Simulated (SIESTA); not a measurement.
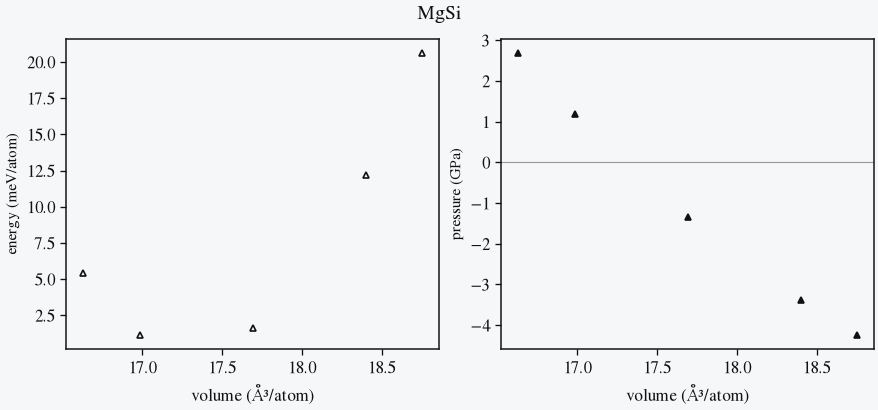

Plotted: energy and pressure against volume for MgSi, space group Cmcm (No. 63).

Cell as given: a = 5.630 Å, b = 5.630 Å, c = 4.340 Å, α = 90.00°, β = 90.00°, γ = 149.04°; 4 atoms.

Computed with SIESTA 5.4.2: DFT in numerical atomic orbitals with pseudopotentials, no spin polarisation; energies at scaled volumes of the given cell, shape and fractions fixed, counted from the fit's minimum, third-order Birch-Murnaghan fit. Level: LDA.

- k mesh: 9×9×6
- occupations: Fermi–Dirac
- smearing width: 0.05 eV
- potentials: PseudoDojo 0.4 standard, converted to PSML, two zetas on semicore shells
- program settings: basis DZP, mesh cutoff 800 Ry

The points at volume 17.34 Å³/atom and 18.05 Å³/atom are left out of the plot. What values does the calculation give there?

```
volume (Å³/atom)  energy (meV/atom)  pressure (GPa)
           17.34               0.02           -0.13
           18.05               5.81           -2.40
```

Limits of the calculation: mulliken charges of long orbitals; shape and atomic fractions are frozen while scaling, which makes layered, chain and framework solids too stiff.
